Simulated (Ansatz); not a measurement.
# Gallium, alpha-Ga (Cmce) under RPBE: from relaxation to bulk modulus, part 2 of 2

What does RPBE give for gallium in the alpha-Ga (Cmce) structure? We relax it, solve it on a dense k-mesh, switch on spin-orbit coupling, then scale the cell to 7 volumes from 88 to 112 % of the relaxed one and try a fit of the equation of state. The k-meshes are 8×8×7 for the relaxation; 10×10×9 for the dense run; 8×8×7 for spin-orbit coupling; 10×10×9 for the volumes. It starts from a deposited cell (COD).

Ansatz 0.2.0; DFT, RPBE, plane waves (420 eV) with PAW, scalar-relativistic.

## (6) At 92 % of the relaxed volume

The input, input.yaml:

```yaml
crystal:
  lattice:
    - [2.2809785593, -3.8159035428, 0.0]
    - [2.2809785593, 3.8159035428, 0.0]
    - [0.0, 0.0, 4.4750614907]
  atoms:
    - { symbol: Ga, position: [0.8438269408, 0.1561730592, 0.0823280072] }
    - { symbol: Ga, position: [0.6561730592, 0.3438269408, 0.5823280072] }
    - { symbol: Ga, position: [0.1561730592, 0.8438269408, 0.9176719928] }
    - { symbol: Ga, position: [0.3438269408, 0.6561730592, 0.4176719928] }
hamiltonian:
  xc: rpbe
  pseudopotentials:
    kind: paw
    azcp:
      Ga: "pseudopotentials/Ga.paw.azcp"
basis:
  ecutwfc: 420
  fft_grid_basis: typed
kpoints:
  mp_grid: { grid: [10, 10, 9], shift: [0, 0, 0] }
magnetization:
  spin_polarized: false
scf:
  occupations: { method: fermi_dirac, width: 0.1 }
output:
  stress: true
```

The program printed (excerpt; [...] marks lines left out):

```text
[...]
Pseudopotentials: kind: paw
Pseudopotential: Ga, paw, valence charge 13, recommended cutoff 420 eV (normal), <dir>
Functional definition: RPBE
[...]
Crystal: 4 atoms, lattice volume = 77.902 Å³
Basis set: ecut = 420 eV, 1529 PW (Γ)
Bands: 30, of which v1, the nominal top of the filled ones, is band 26 counted from 1 (25 counted from 0)
Symmetry: 8 space group operations
Space group: Cmce (ITA 64), of the structure as read, at distance tolerance 4.3e-5 Å
k-points: 155 of 900
[...]
SCF iter   1: F=—  HF=-15154.339929 eV  |F-HF|=—  |Δ(HF+E_count)|=         —  Δρ=3.98e-3  dr2=5.19e-3  ethr=1.77e-3  ⟨swp⟩=5.5  Hψ=17243  notcnv=0
[...]
SCF iter   7: F=-15154.335887 eV  HF=-15154.335887 eV  |F-HF|=2.27e-8  |Δ(HF+E_count)|=   6.26e-8  Δρ=5.98e-6  dr2=3.90e-8  ethr=1.92e-10  ⟨swp⟩=4.3  Hψ=17703  notcnv=0
[...]
SCF converged after 7 iterations
Free energy (F): -15154.335887 eV
[...]
E sigma→0 (E₀):  -15154.319902 eV
Entropy (-TS):   -0.031970 eV (-7.992 meV/atom)
Fermi energy:    9.209534 eV
[...]
--- Stress (GPa, compression-positive) ---
        3.877761       0.000000      -0.000000
        0.000000       4.572400       0.000000
       -0.000000       0.000000       4.709227
  P = ⅓ Tr σ = 4.3865 GPa (43.865 kbar)
```

Run time: 22 s. Hardware: 1 thread of an x86-64 CPU, shared host; peak memory 0.72 GiB.

## (7) At 96 % of the relaxed volume

input.yaml, as its differences from that of step 6:

```diff
@@ -2,5 +2,5 @@
   lattice:
-    - [2.2809785593, -3.8159035428, 0.0]
-    - [2.2809785593, 3.8159035428, 0.0]
-    - [0.0, 0.0, 4.4750614907]
+    - [2.3135683703, -3.8704238166, 0.0]
+    - [2.3135683703, 3.8704238166, 0.0]
+    - [0.0, 0.0, 4.538999579]
   atoms:
```

The program printed (excerpt; [...] marks lines left out):

```text
[...]
[... 3 set-up lines as earlier in the session ...]
[...]
Crystal: 4 atoms, lattice volume = 81.289 Å³
Basis set: ecut = 420 eV, 1589 PW (Γ)
Bands: 30, of which v1, the nominal top of the filled ones, is band 26 counted from 1 (25 counted from 0)
[... 2 set-up lines as earlier in the session ...]
k-points: 155 of 900
[...]
SCF iter   1: F=—  HF=-15154.404856 eV  |F-HF|=—  |Δ(HF+E_count)|=         —  Δρ=3.92e-3  dr2=5.01e-3  ethr=1.77e-3  ⟨swp⟩=5.6  Hψ=17196  notcnv=0
[...]
SCF iter   7: F=-15154.401180 eV  HF=-15154.401180 eV  |F-HF|=1.05e-8  |Δ(HF+E_count)|=   8.35e-8  Δρ=6.13e-6  dr2=4.14e-8  ethr=1.92e-10  ⟨swp⟩=4.2  Hψ=17543  notcnv=0
[...]
SCF converged after 7 iterations
Free energy (F): -15154.401180 eV
[...]
E sigma→0 (E₀):  -15154.384459 eV
Entropy (-TS):   -0.033442 eV (-8.360 meV/atom)
Fermi energy:    8.677925 eV
[...]
--- Stress (GPa, compression-positive) ---
        1.582867       0.000000       0.000000
        0.000000       1.938322       0.000000
        0.000000       0.000000       2.163710
  P = ⅓ Tr σ = 1.8950 GPa (18.950 kbar)
```

Wall time 25 s (1 thread of an x86-64 CPU, shared host); peak memory 0.73 GiB.

## (8) At 100 % of the relaxed volume

input.yaml, as its differences from that of step 7:

```diff
@@ -2,5 +2,5 @@
   lattice:
-    - [2.3135683703, -3.8704238166, 0.0]
-    - [2.3135683703, 3.8704238166, 0.0]
-    - [0.0, 0.0, 4.538999579]
+    - [2.3452650265, -3.9234499101, 0.0]
+    - [2.3452650265, 3.9234499101, 0.0]
+    - [0.0, 0.0, 4.6011853829]
   atoms:
```

The program printed (excerpt; [...] marks lines left out):

```text
[...]
[... 3 set-up lines as earlier in the session ...]
[...]
Crystal: 4 atoms, lattice volume = 84.676 Å³
Basis set: ecut = 420 eV, 1657 PW (Γ)
Bands: 30, of which v1, the nominal top of the filled ones, is band 26 counted from 1 (25 counted from 0)
[... 2 set-up lines as earlier in the session ...]
k-points: 155 of 900
[...]
SCF iter   1: F=—  HF=-15154.423418 eV  |F-HF|=—  |Δ(HF+E_count)|=         —  Δρ=3.54e-3  dr2=4.07e-3  ethr=1.77e-3  ⟨swp⟩=5.6  Hψ=17289  notcnv=0
[...]
SCF iter   6: F=-15154.419946 eV  HF=-15154.419946 eV  |F-HF|=2.19e-9  |Δ(HF+E_count)|=   2.46e-7  Δρ=2.95e-6  dr2=9.13e-9  ethr=1.92e-10  ⟨swp⟩=4.0  Hψ=17334  notcnv=0
[...]
SCF converged after 6 iterations
Free energy (F): -15154.419946 eV
[...]
E sigma→0 (E₀):  -15154.402358 eV
Entropy (-TS):   -0.035176 eV (-8.794 meV/atom)
Fermi energy:    8.188857 eV
[...]
--- Stress (GPa, compression-positive) ---
       -0.237644       0.000000       0.000000
        0.000000      -0.083920       0.000000
        0.000000       0.000000       0.205384
  P = ⅓ Tr σ = -0.0387 GPa (-0.387 kbar)
```

Run time: 22 s. Hardware: 1 thread of an x86-64 CPU, shared host; peak memory 0.74 GiB.

## (9) At 104 % of the relaxed volume

input.yaml, as its differences from that of step 8:

```diff
@@ -2,5 +2,5 @@
   lattice:
-    - [2.3452650265, -3.9234499101, 0.0]
-    - [2.3452650265, 3.9234499101, 0.0]
-    - [0.0, 0.0, 4.6011853829]
+    - [2.376127316, -3.9750801719, 0.0]
+    - [2.376127316, 3.9750801719, 0.0]
+    - [0.0, 0.0, 4.6617342394]
   atoms:
```

The program printed (excerpt; [...] marks lines left out):

```text
[...]
[... 3 set-up lines as earlier in the session ...]
[...]
Crystal: 4 atoms, lattice volume = 88.063 Å³
Basis set: ecut = 420 eV, 1713 PW (Γ)
Bands: 30, of which v1, the nominal top of the filled ones, is band 26 counted from 1 (25 counted from 0)
[... 2 set-up lines as earlier in the session ...]
k-points: 155 of 900
[...]
SCF iter   1: F=—  HF=-15154.405999 eV  |F-HF|=—  |Δ(HF+E_count)|=         —  Δρ=3.48e-3  dr2=3.84e-3  ethr=1.77e-3  ⟨swp⟩=5.7  Hψ=17228  notcnv=0
[...]
SCF iter   6: F=-15154.402624 eV  HF=-15154.402624 eV  |F-HF|=1.92e-9  |Δ(HF+E_count)|=   2.51e-7  Δρ=2.80e-6  dr2=8.21e-9  ethr=1.92e-10  ⟨swp⟩=4.0  Hψ=17380  notcnv=0
[...]
SCF converged after 6 iterations
Free energy (F): -15154.402624 eV
[...]
E sigma→0 (E₀):  -15154.384048 eV
Entropy (-TS):   -0.037153 eV (-9.288 meV/atom)
Fermi energy:    7.737394 eV
[...]
--- Stress (GPa, compression-positive) ---
       -1.664861       0.000000       0.000000
        0.000000      -1.635122       0.000000
        0.000000       0.000000      -1.309517
  P = ⅓ Tr σ = -1.5365 GPa (-15.365 kbar)
```

Wall time 20 s (1 thread of an x86-64 CPU, shared host); peak memory 0.75 GiB.

## (10) At 108 % of the relaxed volume

input.yaml, as its differences from that of step 9:

```diff
@@ -2,5 +2,5 @@
   lattice:
-    - [2.376127316, -3.9750801719, 0.0]
-    - [2.376127316, 3.9750801719, 0.0]
-    - [0.0, 0.0, 4.6617342394]
+    - [2.4062080703, -4.0254029846, 0.0]
+    - [2.4062080703, 4.0254029846, 0.0]
+    - [0.0, 0.0, 4.7207497985]
   atoms:
```

The program printed (excerpt; [...] marks lines left out):

```text
[...]
[... 3 set-up lines as earlier in the session ...]
[...]
Crystal: 4 atoms, lattice volume = 91.450 Å³
Basis set: ecut = 420 eV, 1767 PW (Γ)
Bands: 30, of which v1, the nominal top of the filled ones, is band 26 counted from 1 (25 counted from 0)
[... 1 set-up line as earlier in the session ...]
Space group: Cmce (ITA 64), of the structure as read, at distance tolerance 4.5e-5 Å
k-points: 155 of 900
[...]
SCF iter   1: F=—  HF=-15154.360557 eV  |F-HF|=—  |Δ(HF+E_count)|=         —  Δρ=3.47e-3  dr2=3.73e-3  ethr=1.77e-3  ⟨swp⟩=5.7  Hψ=17211  notcnv=0
[...]
SCF iter   6: F=-15154.357400 eV  HF=-15154.357400 eV  |F-HF|=1.98e-9  |Δ(HF+E_count)|=   2.46e-7  Δρ=2.72e-6  dr2=7.65e-9  ethr=1.92e-10  ⟨swp⟩=4.0  Hψ=17414  notcnv=0
[...]
SCF converged after 6 iterations
Free energy (F): -15154.357400 eV
[...]
E sigma→0 (E₀):  -15154.337702 eV
Entropy (-TS):   -0.039394 eV (-9.849 meV/atom)
Fermi energy:    7.319379 eV
[...]
--- Stress (GPa, compression-positive) ---
       -2.773322       0.000000       0.000000
        0.000000      -2.818915       0.000000
        0.000000       0.000000      -2.483085
  P = ⅓ Tr σ = -2.6918 GPa (-26.918 kbar)
```

Wall time 24 s (1 thread of an x86-64 CPU, shared host); peak memory 0.75 GiB.

## (11) At 112 % of the relaxed volume

input.yaml, as its differences from that of step 10:

```diff
@@ -2,5 +2,5 @@
   lattice:
-    - [2.4062080703, -4.0254029846, 0.0]
-    - [2.4062080703, 4.0254029846, 0.0]
-    - [0.0, 0.0, 4.7207497985]
+    - [2.4355549634, -4.0744981035, 0.0]
+    - [2.4355549634, 4.0744981035, 0.0]
+    - [0.0, 0.0, 4.7783255924]
   atoms:
```

The program printed (excerpt; [...] marks lines left out):

```text
[...]
[... 3 set-up lines as earlier in the session ...]
[...]
Crystal: 4 atoms, lattice volume = 94.837 Å³
Basis set: ecut = 420 eV, 1831 PW (Γ)
Bands: 30, of which v1, the nominal top of the filled ones, is band 26 counted from 1 (25 counted from 0)
[... 1 set-up line as earlier in the session ...]
Space group: Cmce (ITA 64), of the structure as read, at distance tolerance 4.6e-5 Å
k-points: 155 of 900
[...]
SCF iter   1: F=—  HF=-15154.293681 eV  |F-HF|=—  |Δ(HF+E_count)|=         —  Δρ=3.47e-3  dr2=3.73e-3  ethr=1.77e-3  ⟨swp⟩=5.8  Hψ=17429  notcnv=0
[...]
SCF iter   6: F=-15154.290722 eV  HF=-15154.290722 eV  |F-HF|=2.05e-9  |Δ(HF+E_count)|=   2.47e-7  Δρ=2.69e-6  dr2=7.60e-9  ethr=1.92e-10  ⟨swp⟩=4.0  Hψ=17413  notcnv=0
[...]
SCF converged after 6 iterations
Free energy (F): -15154.290722 eV
[...]
E sigma→0 (E₀):  -15154.269788 eV
Entropy (-TS):   -0.041867 eV (-10.467 meV/atom)
Fermi energy:    6.931408 eV
[...]
--- Stress (GPa, compression-positive) ---
       -3.632279       0.000000       0.000000
        0.000000      -3.715530       0.000000
        0.000000       0.000000      -3.382184
  P = ⅓ Tr σ = -3.5767 GPa (-35.767 kbar)
```

Wall time 30 s (1 thread of an x86-64 CPU, shared host); peak memory 0.77 GiB.

## (12) Fitting the volumes

All volumes keep the relaxed shape and fractional coordinates.

| V (Å³/atom) | E − E₀ (meV/atom) | P from the stress (GPa) | P from the fit (GPa) |
| --- | --- | --- | --- |
| 18.629 | 51.8 | 7.60 | 7.58 |
| 19.475 | 20.6 | 4.39 | 4.35 |
| 20.322 | 4.5 | 1.89 | 1.86 |
| 21.169 | 0.0 | -0.04 | -0.08 |
| 22.016 | 4.6 | -1.54 | -1.58 |
| 22.862 | 16.2 | -2.69 | -2.75 |
| 23.709 | 33.1 | -3.58 | -3.64 |

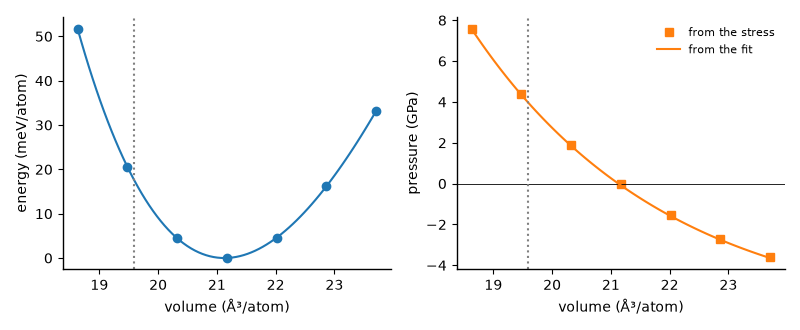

Energy and pressure against volume; the lines are the Birch-Murnaghan fit; the dotted line marks the deposited volume.

Fit (Birch-Murnaghan, third order): V₀ = 21.129 Å³/atom, B₀ = 43 GPa, B₀′ = 5.3, largest residual 0.01 meV/atom.

## (13) What came out

What follows sums up all 2 parts.

```
                      quantity                                  value
space group (spins left aside)                          Cmce (No. 64)
             conventional cell  a = 4.691 Å, b = 7.847 Å, c = 4.601 Å
                        volume                         21.169 Å³/atom
             shortest distance                                2.565 Å
   against the measured volume                +8.0 % (19.595 Å³/atom)
               gap on the mesh           none (levels filled in part)
                   V₀, B₀, B₀′            21.129 Å³/atom, 43 GPa, 5.3
```

In words: Against experiment, RPBE misses the volume by +8.0 %. This functional tends to bind solids too weakly. No gap shows: it is a metal or semimetal at this level. The total energy of the spin-orbit run (on a coarser mesh) lies -79 meV/atom from the scalar one; mesh and treatment of the core enter this figure, so it is no spin-orbit energy. The fitted modulus is 43 GPa; letting shape and positions relax at each volume could only lower it.
